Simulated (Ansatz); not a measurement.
# Geometry relaxation of ZnSe

System: ZnSe (F-43m, 2 atoms in the cell).
Method: DFT r2SCAN, scalar-relativistic, plane waves, PAW, no spin polarisation (Ansatz 0.2.0).

The structure derives from a Materials Project entry. Figures and captions count atoms from 1; the log counts them from 0 in places.

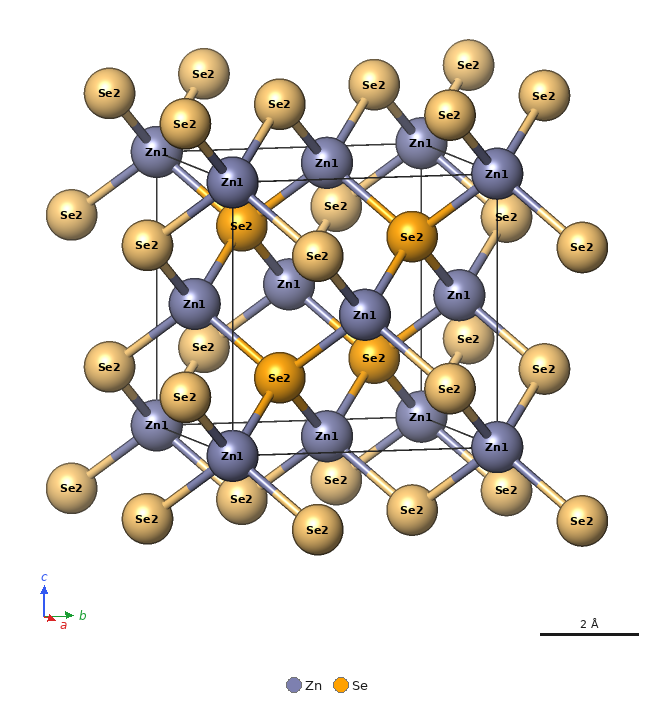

Fig. 1: The structure as given in the input (ball-and-stick view of the cell 4 times as large as that of the calculation, set on its symmetry axes, seen slightly off an axis; neighbours outside the cell are drawn fainter; atoms are numbered from 1 in the order of the input).

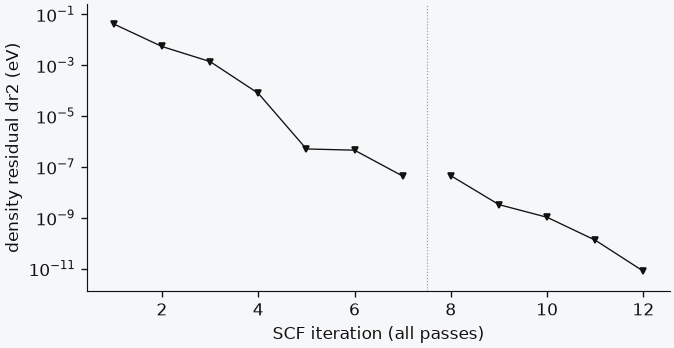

Fig. 2: Convergence of the self-consistent field: density residual dr2 against the SCF iteration. The dotted lines part the SCF passes of the relaxation: geometry steps, rejected trials and re-solves on a re-selected basis. The passes take 7 and 5 iterations.

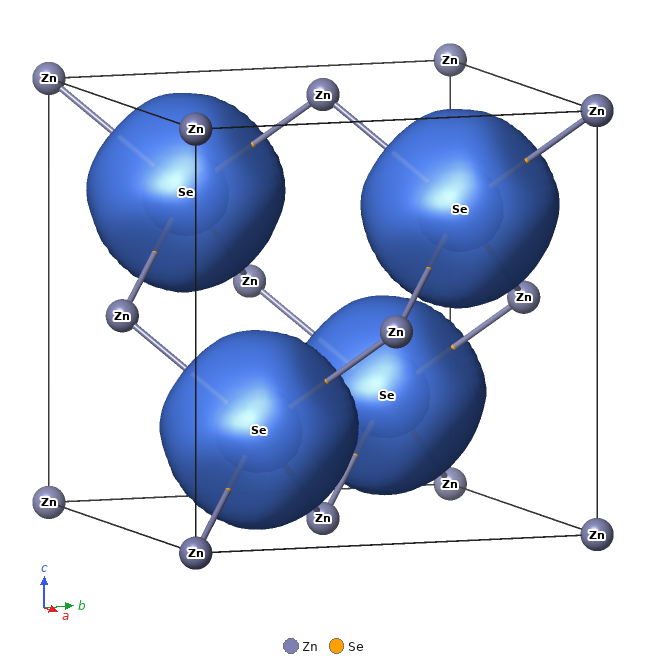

Fig. 3: Isosurface of the electron localisation function at 0.65 (blue), seen slightly off an axis. Core shells and regions of very low density are left out. Sticks mark near contacts. The outline is the cell set on symmetry axes. Values along the shortest contacts: Zn–Se (2.45 Å): the ELF is about 0.60 at the midpoint. Core electrons are frozen (PAW), so the fields are smoothed inside the atomic spheres.

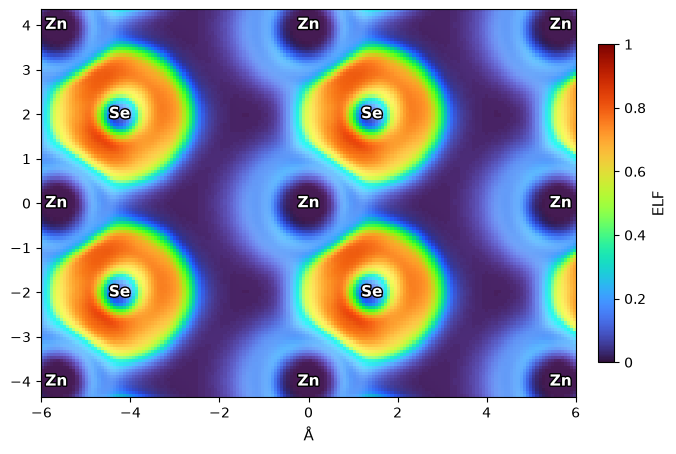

Fig. 4: ELF on the (110) plane of the conventional cell. Atoms in the plane: Zn and Se. Zn–Se (2.45 Å): the ELF is about 0.60 at the midpoint.

The input that produced these results follows, with the program's output.

Input
```yaml
crystal:
  lattice:
    - [0.0, 2.83244254, 2.83244254]
    - [2.83244254, 0.0, 2.83244254]
    - [2.83244254, 2.83244254, 0.0]
  atoms:
    - { symbol: Zn, position: [0.0, 0.0, 0.0] }
    - { symbol: Se, position: [0.25, 0.25, 0.25] }
basis:
  ecutwfc: 500
kpoints:
  mp_grid: { grid: [8, 8, 8] }
hamiltonian:
  xc: r2scan
scf:
  occupations: { method: gaussian, width: 0.02 }
output:
  forces: true
  stress: true
  eigenvalues: true
  write_density: true
  write_potential: true
  elf: true
  volumetric_format: npy
relax:
  adjacent_minimum: "off"
  f_tol: 0.005
  max_steps: 80
  cell: { stress_tol: 0.05 }
```

Launch command:
```bash
ansatz run input.yaml --threads 8 --pin off --max-ram 20480MiB --backend cpu --events-out ev --progress --plain --runs-dir out
```

Output
```
Engine: ansatz 0.2.0, x86_64-unknown-linux-gnu
Pseudopotentials: kind: paw
Pseudopotential: Zn, paw, valence charge 12, recommended cutoff 500 eV (meta_gga), Zn.paw.azcp
Pseudopotential: Se, paw, valence charge 16, recommended cutoff 500 eV (meta_gga), Se.paw.azcp
Functional definition: r2SCAN
  parameter k0 = 0.174
  parameter k1 = 0.065
  parameter a1 = 4.9479
  exchange = r2scan_x(k0 = k0, k1 = k1, a1 = a1)
  correlation = r2scan_c
Crystal: 2 atoms, lattice volume = 45.448 Å³
Basis set: ecut = 500 eV, 1139 PW (Γ), exchange–correlation on 120×120×120 points (64 copies of the dense FFT grid, shifted against one another)
Bands: 18, of which v1, the nominal top of the filled ones, is band 14 counted from 1 (13 counted from 0)
Symmetry: 24 space group operations
Space group: F-43m (ITA 216), of the structure as read, at distance tolerance 3.6e-5 Å
k-points: 29 of 512 (time reversal used)
Non-local potential: Zn, projectors of the file, l = 0: 2, l = 1: 2, l = 2: 3, l = 3: 1
Non-local potential: Se, projectors of the file, l = 0: 2, l = 1: 2, l = 2: 3, l = 3: 1
PAW form: soft (Blöchl's): semilocal exchange-correlation on the pseudo side does not see the compensation charge
PAW frozen core: Zn, regenerated for the run's functional (the file was generated under x = pbe(κ = 0.804, μ = 0.2195149727645171), c = pbe(β = 0.06672455060314922))
PAW frozen core: Se, regenerated for the run's functional (the file was generated under x = pbe(κ = 0.804, μ = 0.2195149727645171), c = pbe(β = 0.06672455060314922))
PAW one-centre angular grid: Zn, 590 points (default); XC on 261 of its mesh's 2673 points in the sphere
PAW one-centre angular grid: Se, 590 points (default); XC on 160 Gauss nodes
Initial density: superposition of atomic densities (neutral atoms: chi_scale 0, normalization atom), corrected by the library's trained network
Initial wavefunctions: pseudopotential atomic-orbital guess
Functional: x = r2scan, c = r2scan; τ floored in thin density (d = 2e-4 eV/Å³)
SCF iter   1: F=—  HF=-8805.502105 eV  |F-HF|=—  |Δ(HF+E_count)|=         —  Δρ=1.40e-2  dr2=4.15e-2  dr2_τ=5.65e-3  ethr=1.77e-3  ⟨swp⟩=5.9  Hψ=2846  notcnv=0
preconditioner: auto → none  [insulator: Δε(μ)=1.864 eV  Ē_g=12.741 eV  σ=0.020 eV  W_gap=1.00  n_scr=14 (ndim 8)  ℏωp=23.4 eV  f_vac=0.116  D(μ)=0.00/eV (n_scr^D=0)  ε∞_Penn≈4.4]
SCF iter   2: F=—  HF=-8805.501982 eV  |F-HF|=—  |Δ(HF+E_count)|=   1.23e-4  Δρ=3.21e-3  dr2=5.41e-3  dr2_τ=1.92e-4  ethr=1.48e-4  ⟨swp⟩=2.4  Hψ=1119  notcnv=0
SCF iter   3: F=—  HF=-8805.498449 eV  |F-HF|=—  |Δ(HF+E_count)|=   3.53e-3  Δρ=2.70e-3  dr2=1.38e-3  dr2_τ=1.17e-5  ethr=1.93e-5  ⟨swp⟩=2.0  Hψ=870  notcnv=0
SCF iter   4: F=—  HF=-8805.498630 eV  |F-HF|=—  |Δ(HF+E_count)|=   1.81e-4  Δρ=5.37e-4  dr2=7.83e-5  dr2_τ=3.85e-6  ethr=4.93e-6  ⟨swp⟩=2.8  Hψ=1055  notcnv=0
SCF iter   5: F=—  HF=-8805.498620 eV  |F-HF|=—  |Δ(HF+E_count)|=   9.56e-6  Δρ=4.10e-5  dr2=5.06e-7  dr2_τ=1.76e-8  ethr=2.79e-7  ⟨swp⟩=2.0  Hψ=928  notcnv=0
SCF iter   6: F=—  HF=-8805.498620 eV  |F-HF|=—  |Δ(HF+E_count)|=   3.25e-9  Δρ=3.50e-5  dr2=4.53e-7  dr2_τ=5.51e-9  ethr=3.57e-10  ⟨swp⟩=9.4  Hψ=4382  notcnv=0
SCF iter   7: F=-8805.498620 eV  HF=-8805.498620 eV  |F-HF|=8.45e-9  |Δ(HF+E_count)|=   3.92e-8  Δρ=1.14e-5  dr2=4.34e-8  dr2_τ=1.36e-10  ethr=3.57e-10  ⟨swp⟩=6.0  Hψ=3103  notcnv=0
SCF 1 converged in 7 iterations: F = -8805.498620 eV  dr2 = 4.34e-8
  greatest PAW one-centre occupation: 1.000 electrons in one spin orbital (limit 2), on the Se atom at site 1 (counted from 0), in its partial waves of l = 2
relax step   1: F+E_penalty+E_count = -8805.49862009 eV  Δ(F+E_penalty+E_count) = +0.000e0 eV  max|allowed force component| = 1.411e-16 eV/Å  Δτ_max = 0.0000 Å  P = +0.018 GPa  Ω = 45.448 Å³  (7 SCF iters, dr2 threshold 1.00e-7 eV, accepted)
Initial density: handed on by an earlier stage of this run
Initial wavefunctions: pseudopotential atomic-orbital guess (no wavefunctions were taken with the density)
iter 1 solved again at ethr=7.71e-8 eV; its pass at ethr=3.10e-3 eV (dr2=2.16e-5 eV) is discarded
SCF iter   1: F=—  HF=-8805.498620 eV  |F-HF|=—  |Δ(HF+E_count)|=         —  Δρ=1.15e-5  dr2=4.50e-8  dr2_τ=1.35e-10  ethr=7.71e-8  ⟨swp⟩=3.0  Hψ=4091  notcnv=0
preconditioner: auto → none  [insulator: Δε(μ)=1.869 eV  Ē_g=12.563 eV  σ=0.020 eV  W_gap=1.00  n_scr=14 (ndim 8)  ℏωp=23.4 eV  f_vac=0.117  D(μ)=0.00/eV (n_scr^D=0)  ε∞_Penn≈4.5]
SCF iter   2: F=—  HF=-8805.498620 eV  |F-HF|=—  |Δ(HF+E_count)|=   3.11e-7  Δρ=3.75e-6  dr2=3.27e-9  dr2_τ=1.93e-10  ethr=1.61e-10  ⟨swp⟩=2.0  Hψ=798  notcnv=0
SCF iter   3: F=—  HF=-8805.498620 eV  |F-HF|=—  |Δ(HF+E_count)|=   2.28e-9  Δρ=2.24e-6  dr2=1.04e-9  dr2_τ=1.50e-11  ethr=1.17e-11  ⟨swp⟩=2.0  Hψ=928  notcnv=0
SCF iter   4: F=—  HF=-8805.498620 eV  |F-HF|=—  |Δ(HF+E_count)|=  1.95e-10  Δρ=5.82e-7  dr2=1.31e-10  dr2_τ=2.73e-12  ethr=3.72e-12  ⟨swp⟩=2.0  Hψ=754  notcnv=0
SCF iter   5: F=-8805.498620 eV  HF=-8805.498620 eV  |F-HF|=3.64e-12  |Δ(HF+E_count)|=  8.00e-11  Δρ=1.53e-7  dr2=7.87e-12  dr2_τ=2.79e-13  ethr=1.00e-12  ⟨swp⟩=6.0  Hψ=2437  notcnv=0
SCF 2 converged in 5 iterations: F = -8805.498620 eV  dr2 = 7.87e-12
relax step   2: F+E_penalty+E_count = -8805.49862010 eV  Δ(F+E_penalty+E_count) = -8.469e-9 eV  max|allowed force component| = 1.503e-16 eV/Å  Δτ_max = 0.0000 Å  P = +0.018 GPa  Ω = 45.448 Å³  stress off target by 1.82e-2 GPa  SCF on the basis re-selected at this cell (its energy is not comparable with the rows above)  (5 SCF iters)
basis re-selected at this cell: Δ(F+E_penalty+E_count) = -8.469e-9 eV, ΔP = -0.000 GPa vs the last step (what re-selecting the basis moved, of the pressure what is left beyond the Pulay correction that the steps carried, after the strain that the cell walked since its last selection, with what the two solves' SCF thresholds leave and, on support functions, any second-order correction that the steps lacked; it is no measure of the basis error at this ecutwfc). This SCF's stress stands 1.82e-2 GPa from its target on what of the cell is left free (relax.cell.stress_tol is 5.00e-2 GPa) and its largest allowed force component is 1.50e-16 eV/Å (relax.f_tol is 5.00e-3 eV/Å): within both
SCF converged after 5 iterations
Free energy (F): -8805.498620 eV
Harris-Foulkes:  -8805.498620 eV  (|F-HF|=3.64e-12)
Internal energy: -8805.498620 eV  (E = F + TS)
E sigma→0 (E₀):  -8805.498620 eV
Fermi energy:    7.420510 eV
--- Per-component energies (eV) ---
  E_band       = -399.295279
  E_kinetic    = 249.564474
  E_local      = -4395.719147  (includes V_loc(G=0)·N_el)
  E_nonlocal   = 22.938695
  E_hartree    = 2039.615410
  E_xc         = -222.233241
  E_vxc        = -159.288096  (∫ρ·V_xc dr)
  E_paw        = -3775.470314  (= ΣΔE_a)
  E_vpaw       = -204.098928  (= ΣTr[D̂ρ^β])
  E_aug_tail   = -0.000239  (compensation charges beyond the density's cutoff)
  E_vtau       = 8.077168  (kinetic-family band-sum trace: ∫τ·v_τ [+ j·A + Jᵃ·Aᵃ] dr)
  E_ewald      = -2722.246869
  E_core_change = -1.947389  (= ΣΔE_core)
  E_smearing   = -0.000000  (= −TS)
  E_closure    = -0.000000  (closes the sum)
  Σ components = -8805.498620   (vs F -8805.498620, Δ=0.00e0)
--- Forces (eV/Å), atoms counted from 1 ---
  atom   1  Zn     0.00000000    -0.00000000    -0.00000000
  atom   2  Se    -0.00000000     0.00000000    -0.00000000
  max |Σ_I F_I| component: 1.80e-16 eV/Å
--- Stress (GPa, compression-positive) ---
        0.018240      -0.000000      -0.000000
       -0.000000       0.018240       0.000000
        0.000000       0.000000       0.018240
  P = ⅓ Tr σ = 0.0182 GPa (0.182 kbar)
--- Band table (eV; the first three rows and the last of 29) ---
  k-point 0: bands = ["-41.0907", "-41.0907", "-41.0907", "-41.0847", "-41.0847", "-7.2351", "-0.2110", "-0.2110", "-0.2110", "0.1917", "0.1917", "6.4858", "6.4858", "6.4858", "8.3550", "12.8060", "12.8060", "12.8060"]
  k-point 1: bands = ["-41.0907", "-41.0907", "-41.0907", "-41.0847", "-41.0847", "-7.1305", "-0.2019", "-0.1943", "-0.1943", "0.1904", "0.1904", "5.2329", "6.3321", "6.3321", "9.2760", "12.7361", "13.0673", "13.0673"]
  k-point 2: bands = ["-41.0907", "-41.0906", "-41.0906", "-41.0847", "-41.0847", "-6.8588", "-0.1571", "-0.1571", "-0.1398", "0.1920", "0.1920", "3.4483", "6.0013", "6.0013", "9.7610", "13.4463", "13.4463", "13.5761"]
  k-point 28: bands = ["-41.0906", "-41.0905", "-41.0903", "-41.0847", "-41.0846", "-6.1305", "-0.0814", "0.0124", "0.1577", "0.1580", "0.4967", "1.7667", "3.6595", "3.7740", "12.3193", "12.5666", "14.0811", "14.7019"]
--- Relaxed structure (1 steps of the walk, 1 accepted, 1 SCFs on fresh bases) ---
  F+E_penalty+E_count = -8805.49862010 eV   max|allowed force component| = 1.503e-16 eV/Å   (the final SCF, on the basis selected at the relaxed cell)
  cell:  # Å, volume = 45.4478 Å³
    - [0.0, 2.83244254, 2.83244254]
    - [2.83244254, 0.0, 2.83244254]
    - [2.83244254, 2.83244254, 0.0]
  atoms:
    - { symbol: Zn, position: [0.0, 0.0, 0.0] }
    - { symbol: Se, position: [0.25, 0.25, 0.25] }
```

Trajectory as extended XYZ (Å, eV, eV/Å), 2 frames, from step=1 to step=2
```
2
Lattice="0.0000 2.8324 2.8324 2.8324 0.0000 2.8324 2.8324 2.8324 0.0000" Properties=species:S:1:pos:R:3:forces:R:3 step=1 energy=-8805.49862 pressure_GPa=0.02
Zn    0.0000    0.0000    0.0000    0.0000   0.0000   0.0000
Se    1.4162    1.4162    1.4162    0.0000   0.0000   0.0000
2
Lattice="0.0000 2.8324 2.8324 2.8324 0.0000 2.8324 2.8324 2.8324 0.0000" Properties=species:S:1:pos:R:3:forces:R:3 step=2 energy=-8805.49862 pressure_GPa=0.02
Zn    0.0000    0.0000    0.0000    0.0000   0.0000   0.0000
Se    1.4162    1.4162    1.4162    0.0000   0.0000   0.0000
```

Summary

```json
{"quantity": "outcome", "value": "converged"}
{"quantity": "space group (tolerance 0.01 Å)", "value": "F-43m (216)"}
{"quantity": "electrons treated", "value": "28"}
{"quantity": "free energy", "value": "−8805.4986 eV"}
{"quantity": "Fermi energy", "value": "7.421 eV"}
{"quantity": "gap on the k-point mesh", "value": "1.87 eV"}
{"quantity": "pressure", "value": "0.02 GPa"}
{"quantity": "final volume", "value": "45.45 Å³"}
{"quantity": "largest force (length of the vector) at the end", "value": "under 0.001 eV/Å"}
{"quantity": "final cell", "value": "a = 4.006 Å, b = 4.006 Å, c = 4.006 Å, α = 60.00°, β = 60.00°, γ = 60.00°"}
{"quantity": "hardware", "value": "8 threads of Intel Xeon @ 2.10GHz (Emerald Rapids), 189 GiB of memory available, shared host"}
{"quantity": "wall time", "value": "6.1 s (CPU time 24 s)"}
{"quantity": "peak memory", "value": "0.55 GiB"}
```
